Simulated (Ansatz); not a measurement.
**PtTe$_{2}$: 7 runs along one coordinate**

System: PtTe$_{2}$ (3 atoms in the cell).
Method: DFT PBEsol, scalar-relativistic, plane waves, PAW, no spin polarisation (Ansatz 0.2.0).

The 7 runs differ only in the geometry, by a shift of atoms along one path in a fixed cell. The shift s is measured from run 4: Te1 moves along the Cartesian direction (0.00, 0.00, 1.00), and Te2 with it in fixed proportion. The structure derives from an entry of the Crystallography Open Database.

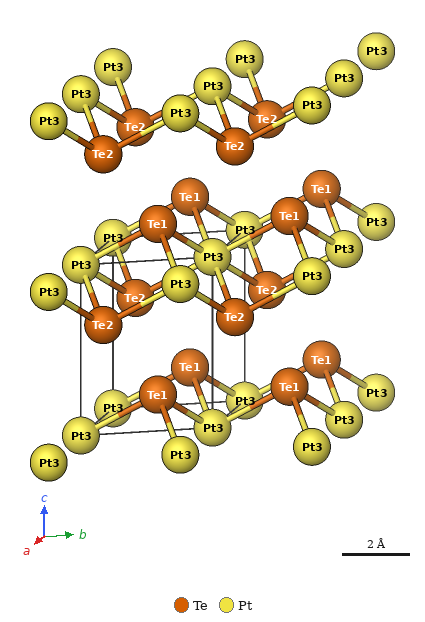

Figure 1. The structure of run 4 (ball-and-stick view of the cell of the calculation, repeated 2 × 2 × 2, seen slightly off an axis; atoms are numbered from 1 in the order of the input).

**Input of run 4**
```yaml
crystal:
  lattice:
    - [4.149651973, 0.0, 0.0]
    - [-2.0748259865, 3.5937040255, 0.0]
    - [0.0, 0.0, 5.2709044238]
  atoms:
    - { symbol: Te, position: [0.3333333333, 0.6666666667, 0.262027149] }
    - { symbol: Te, position: [0.6666666667, 0.3333333333, 0.737972851] }
    - { symbol: Pt, position: [0.0, 0.0, 0.0] }
basis:
  ecutwfc: 420
kpoints:
  mp_grid: { grid: [12, 12, 8] }
hamiltonian:
  xc: pbesol
scf:
  occupations: { method: gaussian, width: 0.15 }
output:
  forces: true
  stress: true
  eigenvalues: true
```

Command:
```bash
ansatz run input.yaml --threads 1 --pin off --max-ram 2048MiB --backend cpu --events-out ev --progress --plain --runs-dir out
```

Lattice vectors (Å) and fractional positions of run 4:
```
   4.149652    0.000000    0.000000
  -2.074826    3.593704    0.000000
   0.000000    0.000000    5.270904
Te  0.333333  0.666667  0.262027
Te  0.666667  0.333333  0.737973
Pt  0.000000  0.000000  0.000000
```

Run 2 differs from it as follows:
```diff
-    - { symbol: Te, position: [0.3333333333, 0.6666666667, 0.262027149] }
-    - { symbol: Te, position: [0.6666666667, 0.3333333333, 0.737972851] }
+    - { symbol: Te, position: [0.3333333333, 0.6666666667, 0.2201190149] }
+    - { symbol: Te, position: [0.6666666667, 0.3333333333, 0.7798809851] }
```

**Results, with one run withheld**

| run | shift s of Te1 (Å) | free energy per atom, from the lowest run given (meV) | pressure (GPa) | force along the path (eV/Å) |
| --- | --- | --- | --- | --- |
| 1 | −0.3314 | 231.58 | 8.79 | 5.440 |
| 2 | −0.2209 | ? | ? | ? |
| 3 | −0.1105 | 0.00 | −2.95 | 0.800 |
| 4 | 0.0000 | 9.92 | −6.92 | −1.246 |
| 5 | 0.1105 | 85.13 | −9.41 | −2.769 |
| 6 | 0.2209 | 210.79 | −10.33 | −4.069 |
| 7 | 0.3314 | 388.76 | −9.44 | −5.666 |

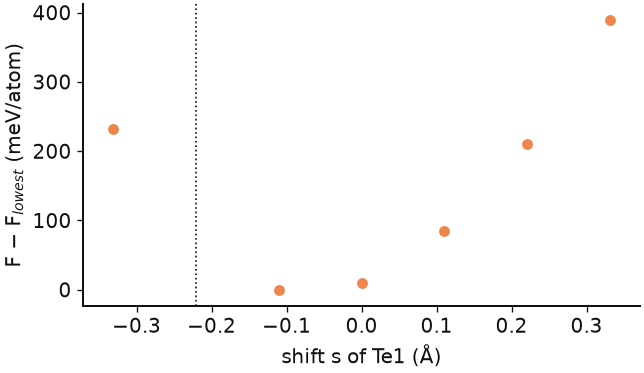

Figure 2. Free energy per atom of the runs given; the dotted line marks run 2.

What should run 2 give?

A cubic polynomial in the coordinate, fitted to the 6 runs given, misses them by at most 2.52 meV per atom. With x = s − 0.0368, it reads F = 26.821 + 583.72 x + 2585.8 x² − 1380.4 x³ (meV per atom). At run 2 it gives 71.74 meV per atom, and the run itself gives 72.49. The slope of the fit gives a force −dF/ds of 3.072 eV/Å along the path (summed over the atoms that move), and the printed forces give 3.195 eV/Å. The fit has its minimum at s = −0.0674 Å. So low a polynomial doesn't follow these energies more closely.

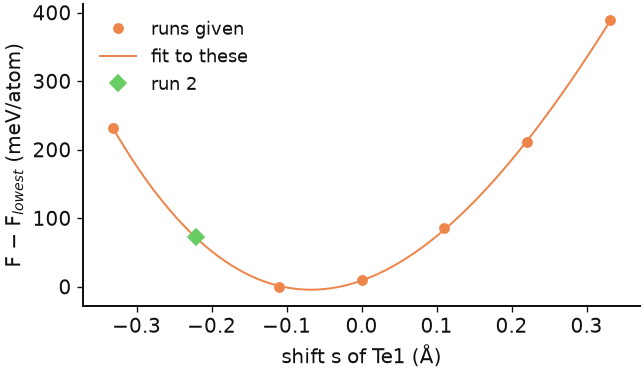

Figure 3. The fit and the withheld run.

**Output, shortened to warnings, some set-up lines, iterations and results (run 2)**
```
Basis set: ecut = 420 eV, 1535 PW (Γ), exchange–correlation on 60×60×72 points (8 copies of the dense FFT grid, shifted against one another)
Symmetry: 12 space group operations
k-points: 131 of 1152
Initial density: superposition of atomic densities (neutral atoms: chi_scale 0, normalization atom), corrected by the library's trained network
[...]
SCF iter   1: F=—  HF=-26187.760342 eV  |F-HF|=—  |Δ(HF+E_count)|=         —  Δρ=3.63e-3  dr2=1.09e-2  ethr=1.77e-3  ⟨swp⟩=6.3  Hψ=16960  notcnv=0
SCF iter   2: F=—  HF=-26187.760793 eV  |F-HF|=—  |Δ(HF+E_count)|=   4.51e-4  Δρ=2.86e-3  dr2=8.94e-3  ethr=2.19e-5  ⟨swp⟩=2.0  Hψ=8219  notcnv=0  defer=2
SCF iter   3: F=—  HF=-26187.757327 eV  |F-HF|=—  |Δ(HF+E_count)|=   3.47e-3  Δρ=4.18e-4  dr2=1.85e-4  ethr=1.79e-5  ⟨swp⟩=2.0  Hψ=6639  notcnv=0  defer=2
SCF iter   4: F=—  HF=-26187.757311 eV  |F-HF|=—  |Δ(HF+E_count)|=   1.54e-5  Δρ=9.98e-5  dr2=8.71e-6  ethr=3.69e-7  ⟨swp⟩=2.0  Hψ=6654  notcnv=0  defer=2
SCF iter   5: F=—  HF=-26187.757301 eV  |F-HF|=—  |Δ(HF+E_count)|=   9.75e-6  Δρ=1.93e-5  dr2=3.50e-7  ethr=1.74e-8  ⟨swp⟩=2.7  Hψ=6477  notcnv=0  defer=2
SCF iter   6: F=-26187.757302 eV  HF=-26187.757302 eV  |F-HF|=1.95e-9  |Δ(HF+E_count)|=   2.93e-7  Δρ=3.31e-6  dr2=8.79e-9  ethr=2.00e-10  ⟨swp⟩=8.0  Hψ=17527  notcnv=0
SCF 1 converged in 6 iterations: F = -26187.757302 eV  dr2 = 8.79e-9
SCF converged after 6 iterations
Free energy (F): -26187.757302 eV
Harris-Foulkes:  -26187.757302 eV  (|F-HF|=1.95e-9)
Internal energy: -26187.744061 eV  (E = F + TS)
E sigma→0 (E₀):  -26187.750682 eV
Entropy (-TS):   -0.013240 eV (-4.413 meV/atom)
Fermi energy:    12.629026 eV
--- Per-component energies (eV) ---
  E_band       = -767.102052
  E_kinetic    = 1003.370175
  E_local      = -5103.005300  (includes V_loc(G=0)·N_el)
  E_nonlocal   = -413.386567
  E_hartree    = 2655.847523
  E_xc         = -508.869475
  E_vxc        = -513.116965  (∫ρ·V_xc dr)
  E_paw        = -18486.432654  (= ΣΔE_a)
  E_vpaw       = -1052.663418  (= ΣTr[D̂ρ^β])
  E_aug_tail   = -0.000168  (compensation charges beyond the density's cutoff)
  E_ewald      = -5336.304207
  E_core_change = 1.036612  (= ΣΔE_core)
  E_smearing   = -0.013240  (= −TS)
  E_closure    = 0.000000  (closes the sum)
  Σ components = -26187.757302   (vs F -26187.757302, Δ=0.00e0)
--- Forces (eV/Å), atoms counted from 1 ---
  atom   1  Te     0.00000000     0.00000000     1.59768856
  atom   2  Te    -0.00000000    -0.00000000    -1.59768856
  atom   3  Pt     0.00000000     0.00000000     0.00000000
  max |Σ_I F_I| component: 2.31e-18 eV/Å
--- Stress (GPa, compression-positive) ---
        1.254707      -0.000000      -0.000000
       -0.000000       1.254707       0.000000
       -0.000000       0.000000       4.702463
  P = ⅓ Tr σ = 2.4040 GPa (24.040 kbar)
```

Notes: Spin–orbit coupling is left out, which matters for Pt.
